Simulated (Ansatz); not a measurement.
**Geometry relaxation of Se (part 1 of 2)**

- system: Se (P3₁21, 3 atoms in the cell)
- method: DFT PBE+D3(BJ), scalar-relativistic, plane waves, PAW, no spin polarisation (Ansatz 0.2.0)

The structure derives from an entry of the Crystallography Open Database.

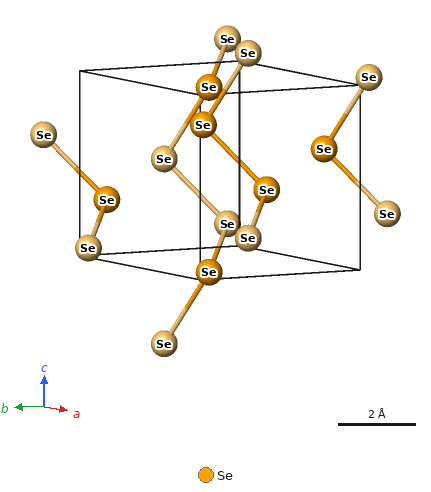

Figure 1. The input geometry (ball-and-stick view of the cell of the calculation, seen at an oblique angle; neighbours outside the cell are drawn fainter). An atom can appear more than once, as a periodic image. Near neighbours in the periodic cell (some may lie outside the picture): Se has 2 Se at 2.37 Å.

## The input
```yaml
crystal:
  lattice:
    - [4.3662, 0.0, 0.0]
    - [-2.1831, 3.781240118, 0.0]
    - [0.0, 0.0, 4.9536]
  atoms:
    - { symbol: Se, position: [0.2254, 0.0, 0.3333333333] }
    - { symbol: Se, position: [0.0, 0.2254, 0.6666666667] }
    - { symbol: Se, position: [0.7746, 0.7746, 0.0] }
basis:
  ecutwfc: 420
kpoints:
  mp_grid: { grid: [6, 6, 6] }
hamiltonian:
  xc: pbe
  dispersion: d3bj
scf:
  occupations: { method: gaussian, width: 0.02 }
output:
  forces: true
  stress: true
  eigenvalues: true
  write_density: true
  write_potential: true
  elf: true
  volumetric_format: npy
relax:
  adjacent_minimum: "off"
  f_tol: 0.005
  max_steps: 80
  cell: { stress_tol: 0.05 }
```

Run as:
```bash
ansatz run input.yaml --threads 1 --pin off --max-ram 2560MiB --backend cpu --events-out ev --progress --plain --runs-dir out
```

## Log
```
Engine: ansatz 0.2.0, aarch64-unknown-linux-gnu
Pseudopotentials: kind: paw
Pseudopotential: Se, paw, valence charge 16, recommended cutoff 420 eV (normal), Se.paw.azcp
Functional definition: PBE
  parameter kappa = 0.804
  parameter beta = 0.06672455060314922
  exchange = pbe_x(kappa = kappa, mu = beta*pi^2/3)
  correlation = pbe_c(beta = beta)
Crystal: 3 atoms, lattice volume = 81.782 Å³
Basis set: ecut = 420 eV, 1583 PW (Γ), exchange–correlation on 60×60×72 points (8 copies of the dense FFT grid, shifted against one another)
Bands: 29, of which v1, the nominal top of the filled ones, is band 24 counted from 1 (23 counted from 0)
Symmetry: 6 space group operations
Space group: P3121 (ITA 152), of the structure as read, at distance tolerance 4.3e-5 Å
k-points: 34 of 216 (time reversal used)
Non-local potential: Se, projectors of the file, l = 0: 2, l = 1: 2, l = 2: 3, l = 3: 1
PAW form: soft (Blöchl's): semilocal exchange-correlation on the pseudo side does not see the compensation charge
PAW one-centre angular grid: Se, 590 points (default); XC on 64 Gauss nodes
Initial density: superposition of atomic densities (neutral atoms: chi_scale 0, normalization atom), corrected by the library's trained network
Initial wavefunctions: pseudopotential atomic-orbital guess
Functional: x = pbe(κ = 0.804, μ = 0.2195149727645171), c = pbe(β = 0.06672455060314922)
SCF iter   1: F=—  HF=-16408.144601 eV  |F-HF|=—  |Δ(HF+E_count)|=         —  Δρ=1.32e-3  dr2=9.10e-4  ethr=1.77e-3  ⟨swp⟩=6.2  Hψ=4270  notcnv=0
preconditioner: auto → Resta (q_TF=auto, 2.496 Å⁻¹)  ε∞=3.8  [insulator: Δε(μ)=1.016 eV  Ē_g=10.449 eV  σ=0.020 eV  W_gap=1.00  n_scr=20 (ndim 8)  ℏωp=17.4 eV  f_vac=0.095  D(μ)=0.00/eV (n_scr^D=0)  ε∞_Penn≈3.8]
SCF iter   2: F=—  HF=-16408.145003 eV  |F-HF|=—  |Δ(HF+E_count)|=   4.03e-4  Δρ=7.98e-4  dr2=3.34e-4  ethr=1.90e-6  ⟨swp⟩=2.1  Hψ=2212  notcnv=0  defer=34
SCF iter   3: F=—  HF=-16408.145356 eV  |F-HF|=—  |Δ(HF+E_count)|=   3.53e-4  Δρ=2.55e-4  dr2=4.24e-5  ethr=6.97e-7  ⟨swp⟩=3.0  Hψ=1904  notcnv=0  defer=34
SCF iter   4: F=—  HF=-16408.145412 eV  |F-HF|=—  |Δ(HF+E_count)|=   5.51e-5  Δρ=7.16e-5  dr2=2.75e-6  ethr=8.84e-8  ⟨swp⟩=2.0  Hψ=1258  notcnv=0  defer=34
SCF iter   5: F=—  HF=-16408.145414 eV  |F-HF|=—  |Δ(HF+E_count)|=   2.22e-6  Δρ=1.83e-5  dr2=3.60e-7  ethr=5.74e-9  ⟨swp⟩=2.0  Hψ=1768  notcnv=0  defer=34
SCF iter   6: F=-16408.145414 eV  HF=-16408.145414 eV  |F-HF|=4.77e-8  |Δ(HF+E_count)|=   6.63e-8  Δρ=6.86e-6  dr2=4.63e-8  ethr=2.08e-10  ⟨swp⟩=11.1  Hψ=8424  notcnv=0
SCF 1 converged in 6 iterations: F = -16408.145414 eV  dr2 = 4.63e-8
  greatest PAW one-centre occupation: 1.000 electrons in one spin orbital (limit 2), on the Se atom at site 1 (counted from 0), in its partial waves of l = 2
relax step   1: F+E_penalty+E_count = -16408.14541374 eV  Δ(F+E_penalty+E_count) = +0.000e0 eV  max|allowed force component| = 4.151e-1 eV/Å  Δτ_max = 0.0000 Å  P = +0.730 GPa  Ω = 81.782 Å³  (6 SCF iters, dr2 threshold 1.00e-7 eV, accepted)
Crystal: 3 atoms, lattice volume = 77.229 Å³
Basis set: ecut = 420 eV, 1499 PW (Γ), exchange–correlation on 60×60×72 points (8 copies of the dense FFT grid, shifted against one another)
Initial density: handed on by an earlier stage of this run
Initial wavefunctions: those handed on with the density
iter 1 solved again at ethr=7.23e-6 eV; its pass at ethr=3.10e-3 eV (dr2=3.47e-3 eV) is discarded
SCF iter   1: F=—  HF=-16408.190826 eV  |F-HF|=—  |Δ(HF+E_count)|=         —  Δρ=2.89e-3  dr2=3.44e-3  ethr=7.23e-6  ⟨swp⟩=2.0  Hψ=5978  notcnv=0
preconditioner: auto → Resta (q_TF=auto, 2.520 Å⁻¹)  ε∞=4.0  [insulator: Δε(μ)=0.905 eV  Ē_g=10.426 eV  σ=0.020 eV  W_gap=1.00  n_scr=20 (ndim 8)  ℏωp=17.9 eV  f_vac=0.061  D(μ)=0.00/eV (n_scr^D=0)  ε∞_Penn≈4.0]
SCF iter   2: F=—  HF=-16408.190750 eV  |F-HF|=—  |Δ(HF+E_count)|=   7.61e-5  Δρ=1.58e-3  dr2=1.04e-3  ethr=7.18e-6  ⟨swp⟩=2.0  Hψ=1156  notcnv=0
SCF iter   3: F=—  HF=-16408.190862 eV  |F-HF|=—  |Δ(HF+E_count)|=   1.12e-4  Δρ=1.76e-4  dr2=1.51e-5  ethr=2.17e-6  ⟨swp⟩=2.0  Hψ=1468  notcnv=0
SCF iter   4: F=—  HF=-16408.190862 eV  |F-HF|=—  |Δ(HF+E_count)|=   7.38e-7  Δρ=8.10e-5  dr2=3.74e-6  ethr=3.15e-8  ⟨swp⟩=2.0  Hψ=1802  notcnv=0
SCF iter   5: F=-16408.190865 eV  HF=-16408.190865 eV  |F-HF|=1.62e-7  |Δ(HF+E_count)|=   2.51e-6  Δρ=1.48e-5  dr2=1.67e-7  ethr=6.25e-10  ⟨swp⟩=6.8  Hψ=6884  notcnv=0
SCF 2 converged in 5 iterations: F = -16408.190865 eV  dr2 = 1.67e-7
  greatest PAW one-centre occupation: 1.000 electrons in one spin orbital (limit 2), on the Se atom at site 0 (counted from 0), in its partial waves of l = 2
relax step   2: F+E_penalty+E_count = -16408.19086509 eV  Δ(F+E_penalty+E_count) = -4.545e-2 eV  max|allowed force component| = 1.695e-1 eV/Å  Δτ_max = 0.0514 Å  P = +0.562 GPa  Ω = 77.229 Å³  energy of the carried Pulay correction = +2.753e-4 eV  (5 SCF iters, dr2 threshold 3.00e-7 eV, accepted)
Crystal: 3 atoms, lattice volume = 73.595 Å³
Basis set: ecut = 420 eV, 1421 PW (Γ), exchange–correlation on 60×60×72 points (8 copies of the dense FFT grid, shifted against one another)
iter 1 solved again at ethr=9.90e-6 eV; its pass at ethr=3.10e-3 eV (dr2=4.75e-3 eV) is discarded
SCF iter   1: F=—  HF=-16408.217208 eV  |F-HF|=—  |Δ(HF+E_count)|=         —  Δρ=3.10e-3  dr2=4.93e-3  ethr=9.90e-6  ⟨swp⟩=2.0  Hψ=6173  notcnv=0
preconditioner: auto → Resta (q_TF=auto, 2.541 Å⁻¹)  ε∞=4.1  [insulator: Δε(μ)=0.634 eV  Ē_g=10.415 eV  σ=0.020 eV  W_gap=1.00  n_scr=22 (ndim 8)  ℏωp=18.4 eV  f_vac=0.043  D(μ)=0.00/eV (n_scr^D=0)  ε∞_Penn≈4.1]
SCF iter   2: F=—  HF=-16408.216795 eV  |F-HF|=—  |Δ(HF+E_count)|=   4.13e-4  Δρ=1.73e-3  dr2=1.67e-3  ethr=9.90e-6  ⟨swp⟩=2.0  Hψ=1156  notcnv=0
SCF iter   3: F=—  HF=-16408.216750 eV  |F-HF|=—  |Δ(HF+E_count)|=   4.44e-5  Δρ=2.17e-4  dr2=2.04e-5  ethr=3.48e-6  ⟨swp⟩=2.0  Hψ=1462  notcnv=0
SCF iter   4: F=—  HF=-16408.216740 eV  |F-HF|=—  |Δ(HF+E_count)|=   1.09e-5  Δρ=1.10e-4  dr2=6.14e-6  ethr=4.25e-8  ⟨swp⟩=2.0  Hψ=1802  notcnv=0
SCF iter   5: F=—  HF=-16408.216743 eV  |F-HF|=—  |Δ(HF+E_count)|=   3.84e-6  Δρ=2.54e-5  dr2=7.25e-7  ethr=1.28e-8  ⟨swp⟩=2.0  Hψ=1802  notcnv=0
SCF iter   6: F=-16408.216743 eV  HF=-16408.216743 eV  |F-HF|=2.42e-8  |Δ(HF+E_count)|=   4.61e-8  Δρ=6.88e-6  dr2=5.03e-8  ethr=6.25e-10  ⟨swp⟩=10.0  Hψ=8858  notcnv=0
SCF 3 converged in 6 iterations: F = -16408.216743 eV  dr2 = 5.03e-8
  greatest PAW one-centre occupation: 1.000 electrons in one spin orbital (limit 2), on the Se atom at site 2 (counted from 0), in its partial waves of l = 2
relax step   3: F+E_penalty+E_count = -16408.21674345 eV  Δ(F+E_penalty+E_count) = -2.588e-2 eV  max|allowed force component| = 2.502e-2 eV/Å  Δτ_max = 0.0417 Å  P = +0.291 GPa  Ω = 73.595 Å³  energy of the carried Pulay correction = +5.066e-4 eV  (6 SCF iters, dr2 threshold 3.00e-7 eV, accepted)
Crystal: 3 atoms, lattice volume = 74.007 Å³
iter 1 solved again at ethr=4.88e-7 eV; its pass at ethr=3.10e-3 eV (dr2=2.34e-4 eV) is discarded
SCF iter   1: F=—  HF=-16408.217321 eV  |F-HF|=—  |Δ(HF+E_count)|=         —  Δρ=5.49e-4  dr2=2.23e-4  ethr=4.88e-7  ⟨swp⟩=3.0  Hψ=5936  notcnv=0
preconditioner: auto → Resta (q_TF=auto, 2.538 Å⁻¹)  ε∞=4.1  [insulator: Δε(μ)=0.546 eV  Ē_g=10.381 eV  σ=0.020 eV  W_gap=1.00  n_scr=22 (ndim 8)  ℏωp=18.3 eV  f_vac=0.045  D(μ)=0.00/eV (n_scr^D=0)  ε∞_Penn≈4.1]
SCF iter   2: F=—  HF=-16408.217261 eV  |F-HF|=—  |Δ(HF+E_count)|=   5.99e-5  Δρ=3.11e-4  dr2=7.91e-5  ethr=4.65e-7  ⟨swp⟩=1.0  Hψ=986  notcnv=0
SCF iter   3: F=—  HF=-16408.217255 eV  |F-HF|=—  |Δ(HF+E_count)|=   6.78e-6  Δρ=5.77e-5  dr2=3.57e-6  ethr=1.65e-7  ⟨swp⟩=2.5  Hψ=1730  notcnv=0
SCF iter   4: F=—  HF=-16408.217253 eV  |F-HF|=—  |Δ(HF+E_count)|=   1.67e-6  Δρ=3.54e-5  dr2=7.07e-7  ethr=7.44e-9  ⟨swp⟩=2.0  Hψ=1802  notcnv=0
SCF iter   5: F=-16408.217254 eV  HF=-16408.217254 eV  |F-HF|=3.96e-8  |Δ(HF+E_count)|=   9.13e-7  Δρ=5.54e-6  dr2=2.41e-8  ethr=6.25e-10  ⟨swp⟩=10.6  Hψ=8519  notcnv=0
SCF 4 converged in 5 iterations: F = -16408.217254 eV  dr2 = 2.41e-8
  Residual-converged pass: ⟨swp⟩=1.0  Hψ=1122  notcnv=0  max |occ|·‖R‖ = 6.9e-9 eV (tolerance 1.0e-8 eV)  dr2=2.41e-8  dr2_onsite=1.09e-8  max |Δocc| = 1.2e-93
relax step   4: F+E_penalty+E_count = -16408.21725398 eV  Δ(F+E_penalty+E_count) = -5.105e-4 eV  max|allowed force component| = 2.931e-2 eV/Å  Δτ_max = 0.0006 Å  P = -0.314 GPa  Ω = 74.007 Å³  energy of the carried Pulay correction = +4.799e-4 eV  (5 SCF iters, dr2 threshold 3.00e-7 eV, accepted)
Crystal: 3 atoms, lattice volume = 73.421 Å³
iter 1 solved again at ethr=7.02e-8 eV; its pass at ethr=3.10e-3 eV (dr2=3.37e-5 eV) is discarded
SCF iter   1: F=—  HF=-16408.217672 eV  |F-HF|=—  |Δ(HF+E_count)|=         —  Δρ=2.27e-4  dr2=2.68e-5  ethr=7.02e-8  ⟨swp⟩=3.0  Hψ=5847  notcnv=0
preconditioner: auto → Resta (q_TF=auto, 2.542 Å⁻¹)  ε∞=4.1  [insulator: Δε(μ)=0.535 eV  Ē_g=10.406 eV  σ=0.020 eV  W_gap=1.00  n_scr=22 (ndim 8)  ℏωp=18.4 eV  f_vac=0.041  D(μ)=0.00/eV (n_scr^D=0)  ε∞_Penn≈4.1]
SCF iter   2: F=—  HF=-16408.217643 eV  |F-HF|=—  |Δ(HF+E_count)|=   2.87e-5  Δρ=1.33e-4  dr2=9.79e-6  ethr=5.57e-8  ⟨swp⟩=1.0  Hψ=986  notcnv=0
SCF iter   3: F=—  HF=-16408.217645 eV  |F-HF|=—  |Δ(HF+E_count)|=   1.16e-6  Δρ=1.94e-5  dr2=3.52e-7  ethr=2.04e-8  ⟨swp⟩=2.0  Hψ=1282  notcnv=0
SCF iter   4: F=-16408.217645 eV  HF=-16408.217645 eV  |F-HF|=9.98e-8  |Δ(HF+E_count)|=   1.66e-8  Δρ=1.17e-5  dr2=9.44e-8  ethr=6.25e-10  ⟨swp⟩=10.4  Hψ=9272  notcnv=0
SCF 5 converged in 4 iterations: F = -16408.217645 eV  dr2 = 9.44e-8
relax step   5: F+E_penalty+E_count = -16408.21764477 eV  Δ(F+E_penalty+E_count) = -3.908e-4 eV  max|allowed force component| = 3.619e-3 eV/Å  Δτ_max = 0.0031 Å  P = +0.016 GPa  Ω = 73.421 Å³  energy of the carried Pulay correction = +5.180e-4 eV  (4 SCF iters, dr2 threshold 3.00e-7 eV, accepted)
Initial wavefunctions: pseudopotential atomic-orbital guess (no wavefunctions were taken with the density)
iter 1 solved again at ethr=1.98e-7 eV; its pass at ethr=3.10e-3 eV (dr2=9.49e-5 eV) is discarded
SCF iter   1: F=—  HF=-16408.215253 eV  |F-HF|=—  |Δ(HF+E_count)|=         —  Δρ=3.92e-4  dr2=2.97e-6  ethr=1.98e-7  ⟨swp⟩=2.9  Hψ=6329  notcnv=0
SCF iter   2: F=—  HF=-16408.216678 eV  |F-HF|=—  |Δ(HF+E_count)|=   1.43e-3  Δρ=1.99e-4  dr2=7.88e-7  ethr=6.19e-9  ⟨swp⟩=2.1  Hψ=1783  notcnv=0
SCF iter   3: F=—  HF=-16408.217159 eV  |F-HF|=—  |Δ(HF+E_count)|=   4.82e-4  Δρ=3.68e-5  dr2=3.20e-8  ethr=1.64e-9  ⟨swp⟩=2.0  Hψ=1237  notcnv=0
SCF iter   4: F=—  HF=-16408.217176 eV  |F-HF|=—  |Δ(HF+E_count)|=   1.67e-5  Δρ=2.13e-6  dr2=9.52e-10  ethr=6.66e-11  ⟨swp⟩=2.0  Hψ=1802  notcnv=0
SCF iter   5: F=—  HF=-16408.217176 eV  |F-HF|=—  |Δ(HF+E_count)|=   3.25e-8  Δρ=5.59e-7  dr2=1.41e-10  ethr=1.98e-12  ⟨swp⟩=2.1  Hψ=1235  notcnv=0
SCF iter   6: F=-16408.217176 eV  HF=-16408.217176 eV  |F-HF|=1.82e-11  |Δ(HF+E_count)|=   1.43e-9  Δρ=9.49e-8  dr2=9.67e-12  ethr=1.00e-12  ⟨swp⟩=5.2  Hψ=4359  notcnv=0
SCF 6 converged in 6 iterations: F = -16408.217176 eV  dr2 = 9.67e-12
relax step   6: F+E_penalty+E_count = -16408.21717615 eV  Δ(F+E_penalty+E_count) = +4.686e-4 eV  max|allowed force component| = 3.528e-3 eV/Å  Δτ_max = 0.0000 Å  P = +0.015 GPa  Ω = 73.421 Å³  stress off target by 1.85e-2 GPa  SCF on the basis re-selected at this cell (its energy is not comparable with the rows above)  (6 SCF iters)
```

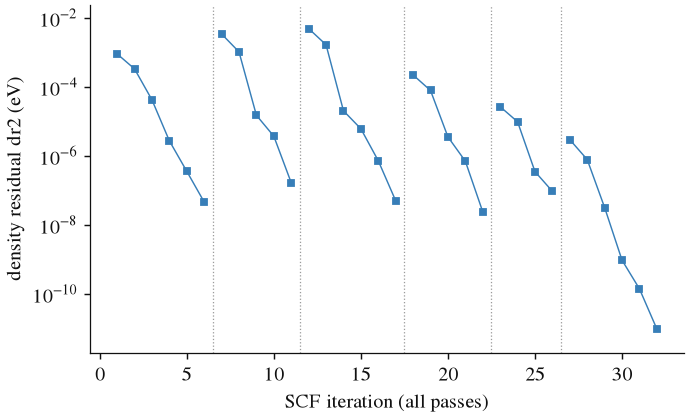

Figure 2. Convergence of the self-consistent field: density residual dr2 against the SCF iteration. The dotted lines part the SCF passes of the relaxation: geometry steps, rejected trials and re-solves on a re-selected basis. The 6 passes take 4 to 6 iterations each, 32 in all.

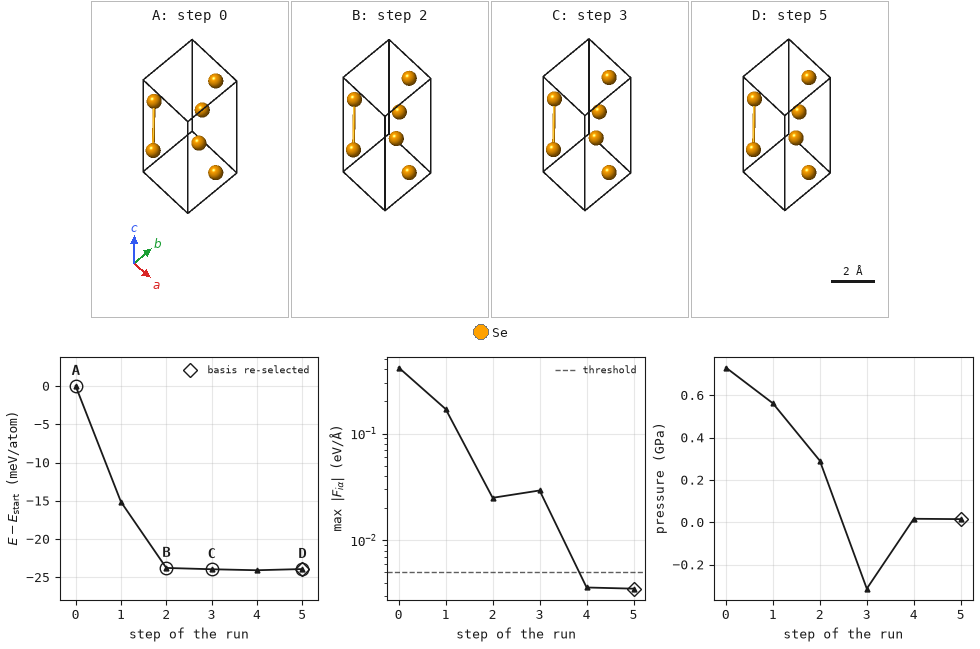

Figure 3. Frames of the relaxation (ball-and-stick view of the cell of the calculation, seen at an oblique angle) above the curves, on which the letters mark them (the first geometry is step 0 here and step 1 in the log).
